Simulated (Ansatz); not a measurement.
## Energy of Re along an even scaling of the cell

System: Re (Im-3m, 1 atom in the cell).
Method: DFT, LDA (PW92), plane waves (420 eV) with PAW, scalar-relativistic, no spin polarisation (Ansatz 0.2.0).

The 7 runs differ only in the geometry, by an even scaling of the cell at fixed fractional positions.

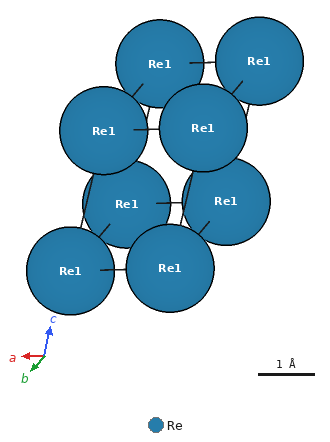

Figure 1. The structure of run 4 (spheres-only view of the cell of the calculation, seen at an oblique angle; atoms are numbered from 1 in the order of the input).

## Input of run 4
```yaml
crystal:
  lattice:
    - [-1.5347531587, 1.5347531587, 1.5347531587]
    - [1.5347531587, -1.5347531587, 1.5347531587]
    - [1.5347531587, 1.5347531587, -1.5347531587]
  atoms:
    - { symbol: Re, position: [0.0, 0.0, 0.0] }
hamiltonian:
  xc: lda
  pseudopotentials:
    kind: paw
    azcp:
      Re: "pseudopotentials/Re.paw.azcp"
basis:
  ecutwfc: 420
  fft_grid_basis: typed
kpoints:
  mp_grid: { grid: [16, 16, 16], shift: [0, 0, 0] }
magnetization:
  spin_polarized: false
scf:
  occupations: { method: fermi_dirac, width: 0.1 }
  lower_state_search: "off"
output:
  stress: true
```

Lattice vectors (Å) and fractional positions of run 4:
```
  -1.534753    1.534753    1.534753
   1.534753   -1.534753    1.534753
   1.534753    1.534753   -1.534753
Re  0.000000  0.000000  0.000000
```

Run 3 differs from it as follows:
```diff
-    - [-1.5347531587, 1.5347531587, 1.5347531587]
-    - [1.5347531587, -1.5347531587, 1.5347531587]
-    - [1.5347531587, 1.5347531587, -1.5347531587]
+    - [-1.5140107084, 1.5140107084, 1.5140107084]
+    - [1.5140107084, -1.5140107084, 1.5140107084]
+    - [1.5140107084, 1.5140107084, -1.5140107084]
```

## Results, with one run withheld

```tsv
run	volume per atom (Å³)	free energy per atom, from the lowest run given (meV)	pressure (GPa)
1	12.725	328.86	67.70
2	13.303	135.93	40.19
3	13.882	?	?
4	14.460	0.00	0.37
5	15.039	25.33	−13.87
6	15.617	96.74	−25.27
7	16.195	205.02	−34.37
```

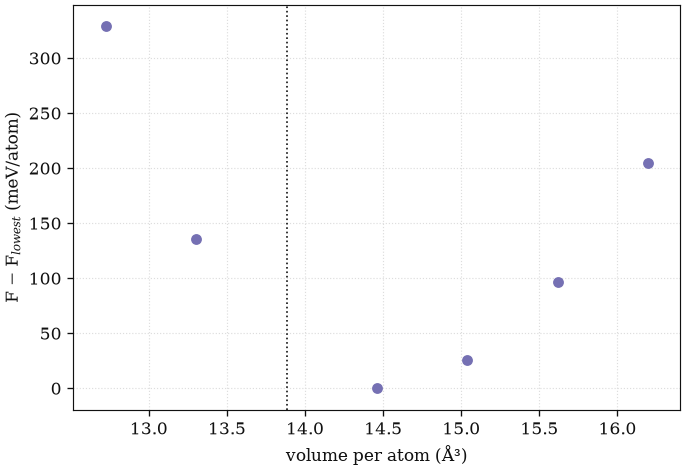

Figure 2. Free energy per atom of the runs given; the dotted line marks run 3.

Estimate the energy of run 3 from the others.

A cubic polynomial in V^(−2/3) (the Birch–Murnaghan form), fitted to the 6 runs given, misses them by at most 0.05 meV per atom. With x = V^(−2/3) − 0.16841 Å⁻², it reads F = 0.016613 + 94.629 x + 1.4132e+06 x² + 2.0436e+06 x³ (meV per atom). At run 3 it gives 32.12 meV per atom, and the run itself gives 32.16. The slope of the fit gives a pressure −dF/dV of 18.07 GPa there, and the run prints 18.10 GPa. The fit has its minimum at 14.474 Å³ per atom, where V d²F/dV² gives 394 GPa: the bulk modulus at this level, since symmetry fixes the shape and the positions.

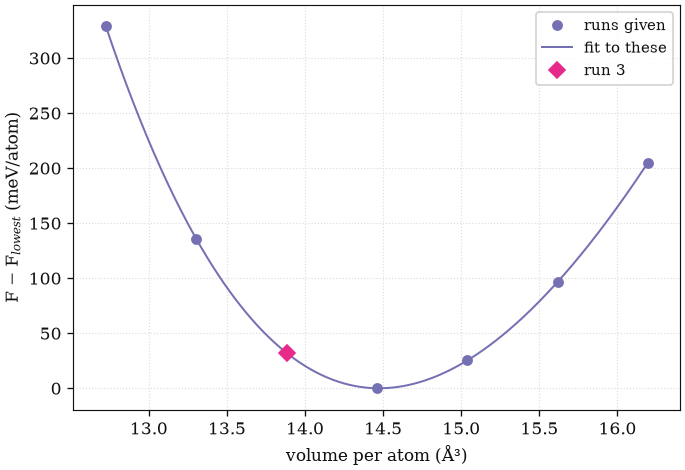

Figure 3. The fit and the withheld run.

## Output, shortened to warnings, some set-up lines, iterations and results (run 3)
```
Warning: [file] the record states the generating functional pbe (its physics header spells it `PBE`), which answers neither for hamiltonian.xc's functional nor for the lda family's — results may be inconsistent (PPs are generated against a specific XC)
Basis set: ecut = 420 eV, 249 PW (Γ)
Symmetry: 48 space group operations
k-points: 145 of 4096
Initial density: superposition of atomic densities (neutral atoms: chi_scale 0, normalization atom), corrected by the library's trained network
[...]
SCF iter   1: F=—  HF=-10607.298720 eV  |F-HF|=—  |Δ(HF+E_count)|=         —  Δρ=5.96e-3  dr2=8.30e-4  ethr=1.77e-3  ⟨swp⟩=5.0  Hψ=9292  notcnv=0
SCF iter   2: F=—  HF=-10607.298719 eV  |F-HF|=—  |Δ(HF+E_count)|=   1.20e-6  Δρ=2.96e-3  dr2=2.00e-4  ethr=5.53e-6  ⟨swp⟩=1.6  Hψ=3113  notcnv=0
SCF iter   3: F=—  HF=-10607.298756 eV  |F-HF|=—  |Δ(HF+E_count)|=   3.72e-5  Δρ=2.02e-4  dr2=2.16e-6  ethr=1.33e-6  ⟨swp⟩=1.4  Hψ=1962  notcnv=0
SCF iter   4: F=—  HF=-10607.298754 eV  |F-HF|=—  |Δ(HF+E_count)|=   1.36e-6  Δρ=8.08e-5  dr2=2.94e-7  ethr=1.44e-8  ⟨swp⟩=2.6  Hψ=2835  notcnv=0
SCF iter   5: F=-10607.298754 eV  HF=-10607.298754 eV  |F-HF|=4.02e-8  |Δ(HF+E_count)|=   8.48e-8  Δρ=2.86e-5  dr2=5.29e-8  ethr=1.96e-9  ⟨swp⟩=1.0  Hψ=1737  notcnv=0
SCF iter   6: F=-10607.298754 eV  HF=-10607.298754 eV  |F-HF|=4.73e-11  |Δ(HF+E_count)|=   2.33e-8  Δρ=2.35e-6  dr2=1.09e-10  ethr=3.52e-10  ⟨swp⟩=2.1  Hψ=6231  notcnv=0
SCF 1 converged in 6 iterations: F = -10607.298754 eV  dr2 = 1.09e-10
SCF converged after 6 iterations
Free energy (F): -10607.298754 eV
Harris-Foulkes:  -10607.298754 eV  (|F-HF|=4.73e-11)
Internal energy: -10607.266793 eV  (E = F + TS)
E sigma→0 (E₀):  -10607.282774 eV
Entropy (-TS):   -0.031961 eV (-31.961 meV/atom)
Fermi energy:    26.212505 eV
--- Per-component energies (eV) ---
  E_band       = -52.883430
  E_kinetic    = 546.179277
  E_local      = -714.963063  (includes V_loc(G=0)·N_el)
  E_nonlocal   = 53.949461
  E_hartree    = 258.766061
  E_xc         = -402.478092
  E_vxc        = -306.715351  (∫ρ·V_xc dr)
  E_paw        = -8402.087213  (= ΣΔE_a)
  E_vpaw       = -148.865786  (= ΣTr[D̂ρ^β])
  E_aug_tail   = -0.000073  (compensation charges beyond the density's cutoff)
  E_ewald      = -1946.952227
  E_core_change = 0.319076  (= ΣΔE_core)
  E_smearing   = -0.031961  (= −TS)
  E_closure    = 0.000000  (closes the sum)
  Σ components = -10607.298754   (vs F -10607.298754, Δ=0.00e0)
--- Stress (GPa, compression-positive) ---
       18.102611      -0.000000       0.000000
       -0.000000      18.102611      -0.000000
        0.000000       0.000000      18.102611
  P = ⅓ Tr σ = 18.1026 GPa (181.026 kbar)
```

Warnings of the run: the PAW datasets were made with another functional. Spin–orbit coupling is left out, which matters for Re.
